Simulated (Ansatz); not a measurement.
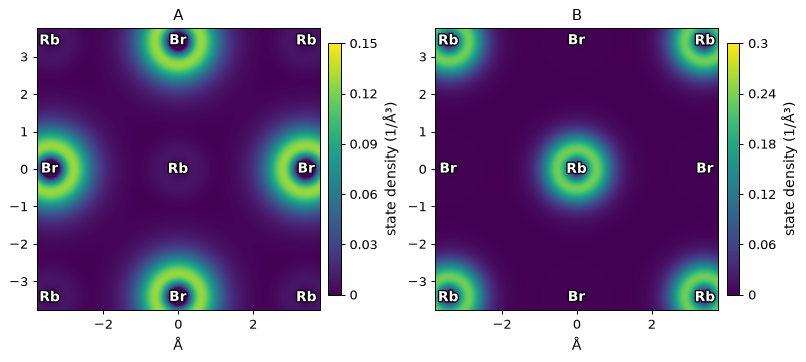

RbBr: densities of the states in two energy windows, on the (010) plane of the conventional cell.

Space group Fm-3m.

Theory: DFT LDA, scalar-relativistic, plane waves, PAW (Ansatz 0.2.0).

In a PAW calculation such maps are meaningful between the atoms, not at the nuclei.

```
Rb Br
1.0
     6.85400    0.00000    0.00000
     0.00000    6.85400    0.00000
     0.00000    0.00000    6.85400
Rb Br
4 4
Direct
  0.00000 0.00000 0.00000
  0.50000 0.50000 0.00000
  0.50000 0.00000 0.50000
  0.00000 0.50000 0.50000
  0.50000 0.00000 0.00000
  0.00000 0.50000 0.00000
  0.00000 0.00000 0.50000
  0.50000 0.50000 0.50000
```

**Match the panels to the energy ranges (zero at the valence-band maximum): −8.64 to −8.35 eV and −1.1 to 0.0 eV.**

Panel A: −1.1 to 0.0 eV, the whole upper valence band, mainly Br 4p (95 %).
Panel B: −8.64 to −8.35 eV, a separate group of bands, mainly Rb 4p (over 95 %).
The characters are Löwdin shares on a minimal set of atomic orbitals.
